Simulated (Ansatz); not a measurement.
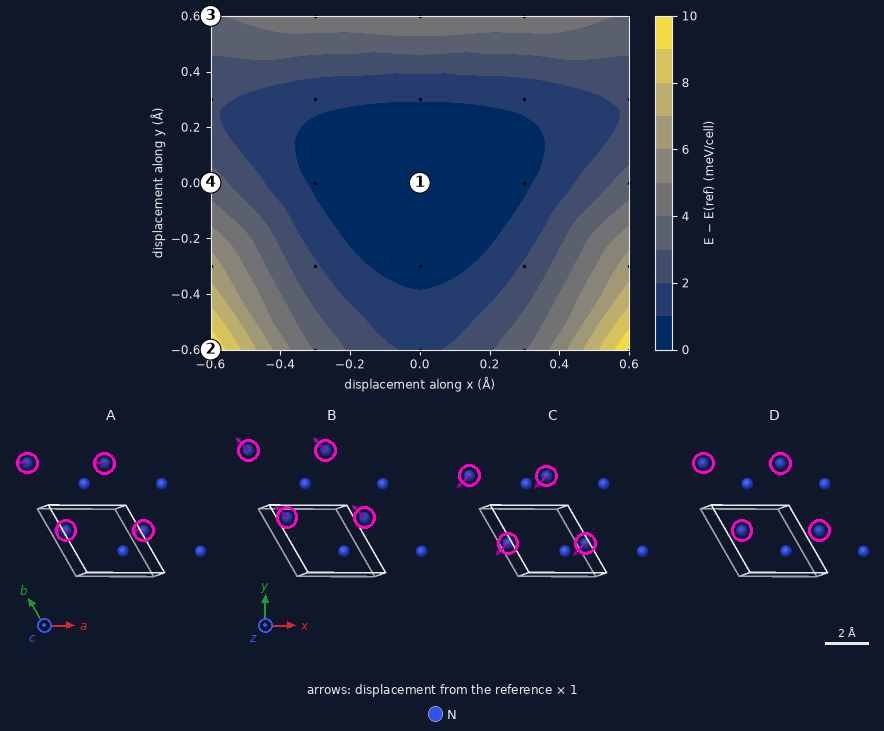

A scan of a crystal of N (P6_3/mmc): an N atom (one in each cell of 2 atoms) is moved over the plane of the Cartesian directions x and y, all else fixed. The map is interpolated between the computed points (dots). The frames are shuffled; each belongs to one numbered point. Style: ball-and-stick. Shown: the cell of the calculation, repeated 2 × 2 × 1 with one cell outlined, nearly along the normal of the scanned plane. The ringed atoms are those of the scanned coordinates. Purple arrows: displacements from the reference.

All numbers below come from Ansatz 0.2.0, DFT LDA, scalar-relativistic, plane waves, PAW. (plane-wave cutoff 420 eV; k-point mesh 12 × 12 × 6; occupations gaussian; smearing width 0.05 eV; collinear spin). Energies (free energies at the smearing named) are counted from the cell as listed in its source, which wasn't relaxed.

### Which frame belongs to which numbered point?

Point 1 is frame D, at (0.00, 0.00) and 0.0 meV/cell; 2 is frame C, at (−0.60, −0.60) and 9.8 meV/cell; 3 is frame B, at (−0.60, 0.60) and 3.9 meV/cell; 4 is frame A, at (−0.60, 0.00) and 3.4 meV/cell. In pairs of (displacement along x (Å); displacement along y (Å)): the lowest computed point lies at (0.00, 0.00) (0.0 meV/cell), the highest at (−0.60, −0.60), (0.60, −0.60) (9.8 meV/cell).

Limits of the set-up: layers or molecules are held without a dispersion correction, so their spacing is unreliable.
